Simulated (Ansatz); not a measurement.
**Energy of Ni along an even scaling of the cell**

System: Ni (Im-3m, 1 atom in the cell).
Method: DFT, RPBE, plane waves (420 eV) with PAW, scalar-relativistic, spin-polarised (Ansatz 0.2.0).

The 6 runs differ only in the geometry, by an even scaling of the cell at fixed fractional positions.

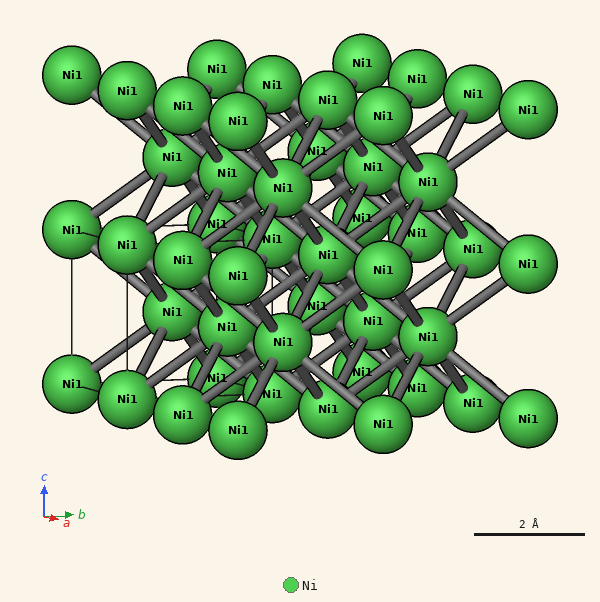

Figure 1. The structure of run 4 (ball-and-stick view of the cell 2 times as large as that of the calculation, set on its symmetry axes, repeated 3 × 2 × 2, seen slightly off an axis; atoms are numbered from 1 in the order of the input).

**Input of run 4**
```yaml
crystal:
  lattice:
    - [-1.4141234147, 1.4141234147, 1.4141234147]
    - [1.4141234147, -1.4141234147, 1.4141234147]
    - [1.4141234147, 1.4141234147, -1.4141234147]
  atoms:
    - { symbol: Ni, position: [0.0, 0.0, 0.0], spin: 0.612 }
hamiltonian:
  xc: rpbe
  pseudopotentials:
    kind: paw
    azcp:
      Ni: "pseudopotentials/Ni.paw.azcp"
basis:
  ecutwfc: 420
  fft_grid_basis: typed
kpoints:
  mp_grid: { grid: [18, 18, 18], shift: [0, 0, 0] }
magnetization:
  spin_polarized: true
scf:
  occupations: { method: fermi_dirac, width: 0.05 }
  lower_state_search: "off"
output:
  stress: true
```

Run 5 differs from it as follows:
```diff
-    - [-1.4141234147, 1.4141234147, 1.4141234147]
-    - [1.4141234147, -1.4141234147, 1.4141234147]
-    - [1.4141234147, 1.4141234147, -1.4141234147]
+    - [-1.4508702149, 1.4508702149, 1.4508702149]
+    - [1.4508702149, -1.4508702149, 1.4508702149]
+    - [1.4508702149, 1.4508702149, -1.4508702149]
```

**Results, with one run withheld**

```csv
run,volume per atom (Å³),"free energy per atom, from the lowest run given (meV)",pressure (GPa)
1,9.954,114.87,30.48
2,10.407,47.13,17.96
3,10.859,11.04,8.00
4,11.312,0.00,0.12
5,12.216,?,?
6,12.669,69.80,−14.83
```

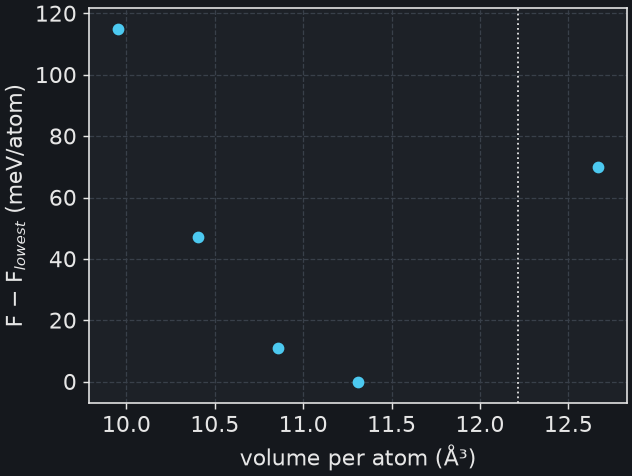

Figure 2. Free energy per atom of the runs given; the dotted line marks run 5.

What should run 5 give?

A cubic polynomial in V^(−2/3) (the Birch–Murnaghan form), fitted to the 5 runs given, misses them by at most 0.04 meV per atom. With x = V^(−2/3) − 0.20246 Å⁻², it reads F = 6.001 + 2931.9 x + 3.598e+05 x² + 7.3155e+05 x³ (meV per atom). At run 5 it gives 33.00 meV per atom, and the run itself gives 33.15. The slope of the fit gives a pressure −dF/dV of −10.99 GPa there, and the run prints −10.98 GPa. The fit has its minimum at 11.322 Å³ per atom, where V d²F/dV² gives 174 GPa: the bulk modulus at this level, since symmetry fixes the shape and the positions.

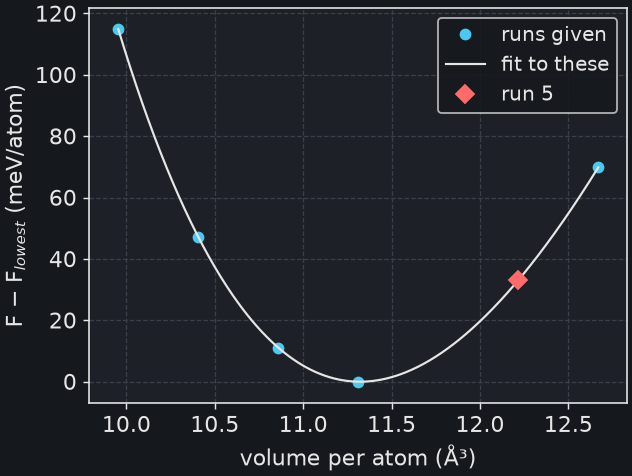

Figure 3. The fit and the withheld run.

**Output, shortened to warnings, some set-up lines, iterations and results (run 5)**
```
Basis set: ecut = 420 eV, 225 PW (Γ)
Symmetry: 48 space group operations
k-points: 195 of 5832
Initial density: superposition of atomic densities (chi_scale 0.1, normalization cell)
[...]
SCF iter   1: F=—  HF=-5844.642189 eV  |F-HF|=—  |Δ(HF+E_count)|=         —  Δρ=4.72e-2 (↑4.72e-2 ↓3.36e-2)  dr2=4.05e-1  dr2_m=1.15e-2  M=0.560 μB ∫|m|=0.581 μB  β_m=1.00  …
SCF iter   2: F=—  HF=-5844.614865 eV  |F-HF|=—  |Δ(HF+E_count)|=   2.73e-2  Δρ=2.19e-2 (↑7.89e-3 ↓2.19e-2)  dr2=4.95e-2  dr2_m=7.44e-3  M=0.585 μB ∫|m|=0.639 μB  β_m=1.00  …
SCF iter   3: F=—  HF=-5844.600158 eV  |F-HF|=—  |Δ(HF+E_count)|=   1.47e-2  Δρ=9.32e-3 (↑9.32e-3 ↓7.62e-3)  dr2=1.25e-2  dr2_m=3.44e-4  M=0.584 μB ∫|m|=0.651 μB  β_m=1.00  …
SCF iter   4: F=—  HF=-5844.606078 eV  |F-HF|=—  |Δ(HF+E_count)|=   5.92e-3  Δρ=2.02e-3 (↑1.67e-3 ↓2.02e-3)  dr2=5.66e-5  dr2_m=3.05e-4  M=0.589 μB ∫|m|=0.663 μB  β_m=1.00  …
SCF iter   5: F=—  HF=-5844.608777 eV  |F-HF|=—  |Δ(HF+E_count)|=   2.70e-3  Δρ=1.33e-3 (↑1.33e-3 ↓9.11e-4)  dr2=1.63e-5  dr2_m=1.35e-4  M=0.593 μB ∫|m|=0.670 μB  β_m=1.00  …
[... 5 lines ...]
SCF iter  11: F=—  HF=-5844.614022 eV  |F-HF|=—  |Δ(HF+E_count)|=   1.28e-4  Δρ=1.79e-3 (↑1.16e-3 ↓1.79e-3)  dr2=5.91e-4  dr2_m=1.16e-5  M=0.609 μB ∫|m|=0.700 μB  β_m=0.52  …
SCF iter  12: F=—  HF=-5844.613907 eV  |F-HF|=—  |Δ(HF+E_count)|=   1.15e-4  Δρ=3.94e-5 (↑3.94e-5 ↓2.74e-5)  dr2=3.58e-8  dr2_m=1.04e-7  M=0.608 μB ∫|m|=0.699 μB  β_m=0.76  …
SCF iter  13: F=-5844.613908 eV  HF=-5844.613908 eV  |F-HF|=1.84e-8  |Δ(HF+E_count)|=   1.34e-7  Δρ=1.44e-5 (↑1.44e-5 ↓1.35e-5)  dr2=4.13e-9  dr2_m=1.75e-8  M=0.608 μB …
SCF iter  14: F=-5844.613908 eV  HF=-5844.613908 eV  |F-HF|=1.12e-9  |Δ(HF+E_count)|=   3.01e-8  Δρ=6.11e-6 (↑1.88e-6 ↓6.11e-6)  dr2=2.22e-9  dr2_m=1.27e-9  M=0.608 μB …
SCF 1 converged in 14 iterations: F = -5844.613908 eV  dr2 = 2.22e-9
SCF converged after 14 iterations
Magnetization: 0.6080 μB (9.3040 up, 8.6960 down)
Absolute magnetization: 0.7001 μB (∫|ρ↑−ρ↓|, with the PAW one-centre terms)
Spin contamination: 0.0084 ħ² per cell (⟨S²⟩ above its minimum at these occupations)
Per-site moments (μB) at R_I (Å): [(0.6492229412413189, 1.0366046325505098)]
Free energy (F): -5844.613908 eV
Harris-Foulkes:  -5844.613908 eV  (|F-HF|=1.12e-9)
Internal energy: -5844.598817 eV  (E = F + TS)
E sigma→0 (E₀):  -5844.606362 eV
Entropy (-TS):   -0.015090 eV (-15.090 meV/atom)
Fermi energy:    15.733761 eV
--- Per-component energies (eV) ---
  E_band       = -321.883852
  E_kinetic    = 280.145345
  E_local      = -3628.967068  (includes V_loc(G=0)·N_el)
  E_nonlocal   = 637.847781
  E_hartree    = 1512.650921
  E_xc         = -83.614792
  E_vxc        = -107.586063  (∫ρ·V_xc dr)
  E_paw        = -1636.995389  (= ΣΔE_a)
  E_vpaw       = -528.629774  (= ΣTr[D̂ρ^β])
  E_aug_tail   = 0.000433  (compensation charges beyond the density's cutoff)
  E_ewald      = -2925.621704
  E_core_change = -0.044345  (= ΣΔE_core)
  E_smearing   = -0.015090  (= −TS)
  E_closure    = -0.000000  (closes the sum)
  Σ components = -5844.613908   (vs F -5844.613908, Δ=0.00e0)
--- Stress (GPa, compression-positive) ---
      -10.983706      -0.000000       0.000000
       -0.000000     -10.983706      -0.000000
        0.000000       0.000000     -10.983706
  P = ⅓ Tr σ = -10.9837 GPa (-109.837 kbar)
```
